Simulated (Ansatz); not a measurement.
# Calculations on O₃₃Mg₃₁

Part 1: Relaxation

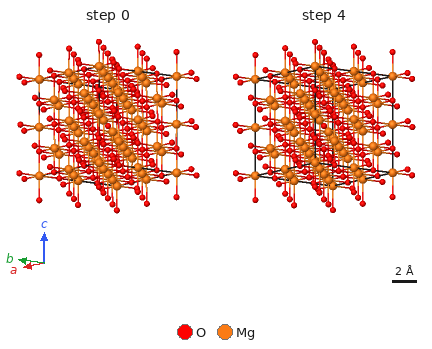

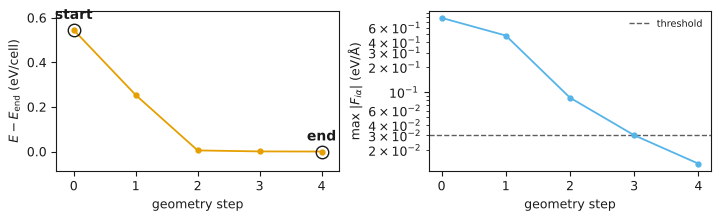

First and last geometry of a relaxation of a defect cell of composition O$_{33}$Mg$_{31}$ (cell charge +3), with the history of the run. A ball-and-stick model of the cell of the calculation, seen from a free direction.

Level of theory: DFT, PBEsol, PAW, plane waves (Ansatz 0.2.0). Settings: plane-wave cutoff 420 eV; k-point mesh 1 × 1 × 1; mesh shifted by (0.25, 0.25, 0.25); collinear spin; atoms relaxed in a fixed cell; force threshold 0.03 eV/Å; at most 80 steps.

### Did the run converge, and what did it change?

It converged. The atom that moves furthest is an O atom (0.10 Å roughly along −c). Largest moves by element: O 0.10 Å, Mg 0.05 Å. The cell doesn't change. Among the contacts that change: Mg–O 2.047 → 2.140 Å, Mg–O 2.110 → 2.197 Å, Mg–O 2.142 → 2.075 Å, Mg–O 2.039 → 2.106 Å. Bond angles that change, for instance: O–Mg–O 91.4° → 85.1°, O–Mg–O 89.8° → 85.5°, Mg–O–Mg 179.5° → 175.3°. Over 4 geometry steps the energy falls by 0.545 eV per cell of the calculation. Largest force component: 0.79 eV/Å at the start, 0.014 eV/Å at the end. The program noted that the starting moments weren't kept. Cost: 7 s on 1 × NVIDIA GB300 Max-Q with 8 threads of Arm Neoverse-V2, peak memory 1.7 GiB.

Limits of the set-up: the periodic images lie only 8.4 Å apart, so the values are limited by the cell's size; the cell is charged, on a uniform background, and energies carry no finite-size correction.

Part 2: Relaxation

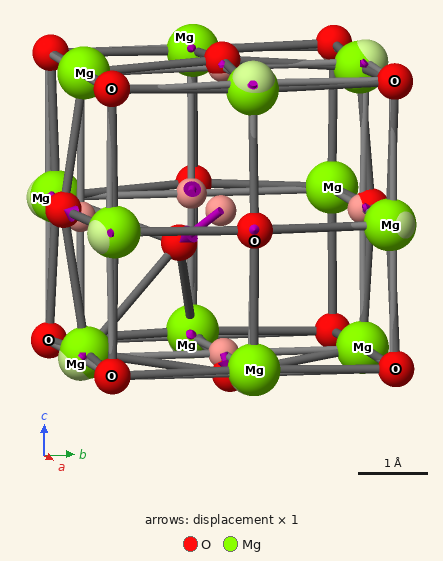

This is a relaxation of a defect cell of composition O$_{33}$Mg$_{31}$ (cell charge −2). The starting structure is drawn faded, the final one solid; purple arrows show the displacements, at their true length.

A ball-and-stick model of the atoms within 4.2 Å of the atom that moves most (axes of the cell of the calculation (origin shifted)), seen slightly off an axis.

Method: DFT, PBEsol, PAW, plane waves in Ansatz 0.2.0. (plane-wave cutoff 420 eV; k-point mesh 1 × 1 × 1; mesh shifted by (0.25, 0.25, 0.25); collinear spin; atoms relaxed in a fixed cell; force threshold 0.03 eV/Å; at most 80 steps)

Question: What did the optimiser do to the structure, and how much energy did it gain?

Answer: The largest move is that of an O atom, 0.90 Å along [−1 −1 −1]. By element the largest moves are O 0.90 Å, Mg 0.15 Å. The lattice vectors keep their values. Among the contacts that change: Mg–O 3.000 → 2.190 Å, Mg–O 2.969 → 2.191 Å, Mg–O 2.137 → 2.017 Å, Mg–O 2.162 → 2.060 Å. New bonds form, among them: Mg–O (2.97 → 2.19 Å), Mg–O (3.00 → 2.19 Å). The energy falls by 4.319 eV per cell of the calculation in 15 geometry steps. Largest force component: 3.8 eV/Å at the start, 0.026 eV/Å at the end. Cost: 12 s on 1 × NVIDIA GB200 with 8 threads of Arm Neoverse-V2, peak memory 1.8 GiB.

Limits of the set-up: the periodic images lie only 8.4 Å apart, so the values are limited by the cell's size; the cell is charged, on a uniform background, and energies carry no finite-size correction.

Part 3: Defect

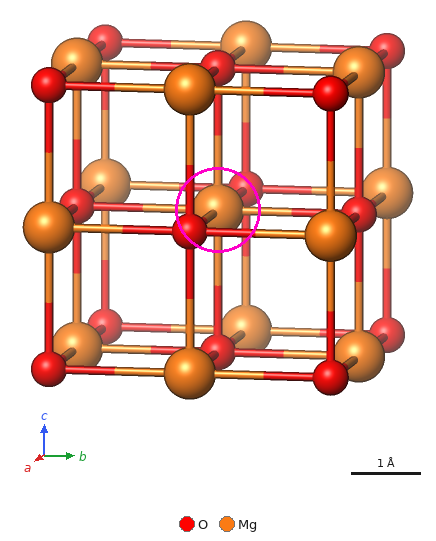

Perfect MgO. Style: ball-and-stick. Shown: the atoms within 3.8 Å of one point, slightly off an axis.

Theory: DFT, PBEsol, PAW, plane waves in Ansatz. (plane-wave cutoff 420 eV; k-point mesh 1 × 1 × 1; mesh shifted by (0.25, 0.25, 0.25); collinear spin) Fermi-Dirac smearing of 0.01 eV. A uniform background neutralises the charged cell. The axes drawn are those of the host's conventional cell.

A magnesium atom is replaced by oxygen at the ringed place, in charge state +1. The supercell has 64 sites, and the atoms are relaxed at the host's cell.

**Predict the relaxed surroundings of the defect.**

In the host the Mg atom has 6 O at 2.11 Å; the O atom ends with 1 O at 1.34 Å. Of the host's atoms, an oxygen atom moves furthest from its site, by 0.26 Å. The O atom itself moves 0.51 Å from where it was put. The cell's net moment is 1.00 μB.

The relaxed defect, seen from the same direction:

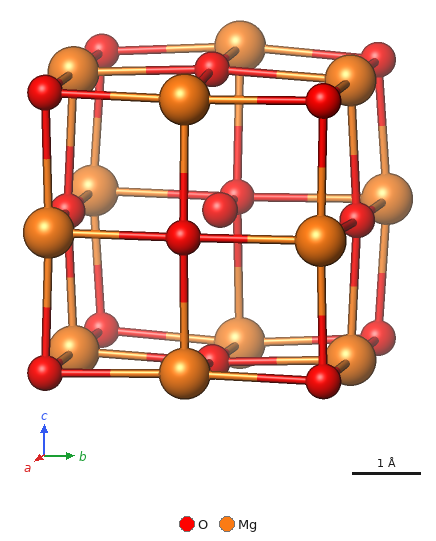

Limits of the set-up: the periodic images lie only 8.4 Å apart, so the values are limited by the cell's size; the cell is charged, on a uniform background, and energies carry no finite-size correction.

Part 4: Defect

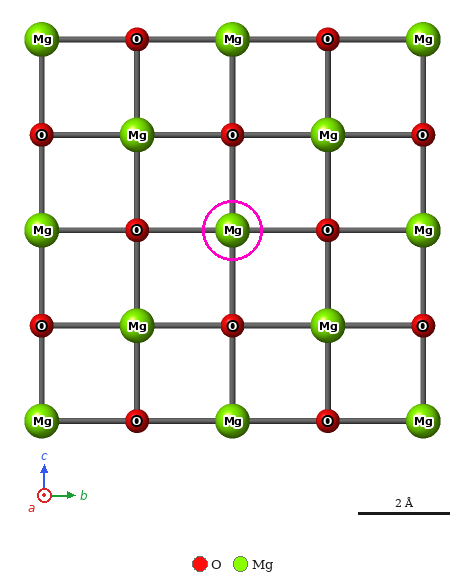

Perfect MgO. The picture is a ball-and-stick view of the atoms within 6.0 Å of one point, in a slice 3.4 Å thick across the line of sight, seen along the a axis.

These are results of DFT, PBEsol, PAW, plane waves in Ansatz 0.2.0, not measurements. Settings: plane-wave cutoff 420 eV; k-point mesh 1 × 1 × 1; mesh shifted by (0.25, 0.25, 0.25); no spin polarisation. Fermi-Dirac smearing of 0.01 eV. The axes drawn are those of the host's conventional cell.

A magnesium atom is replaced by oxygen at the ringed place, in charge state 0. The supercell has 64 sites, and the atoms are relaxed at the host's cell.

> Predict the relaxed surroundings of the defect.

In the host the Mg atom has 6 O at 2.11 Å; the O atom ends with 6 O at 1.98 to 2.25 Å. Of the host's atoms, an oxygen atom moves furthest from its site, by 0.14 Å.

The relaxed defect, seen from the same direction:

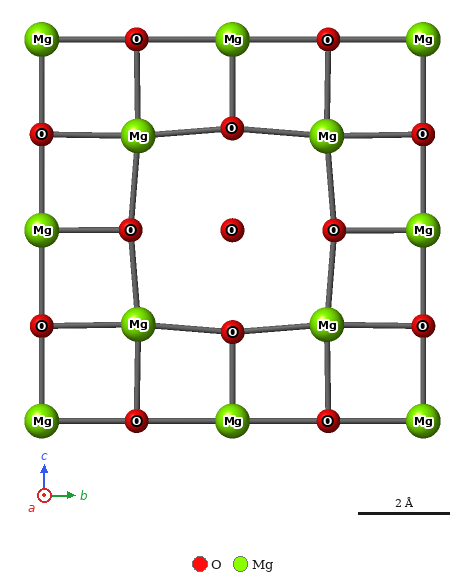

Limits of the set-up: the periodic images lie only 8.4 Å apart, so the values are limited by the cell's size.
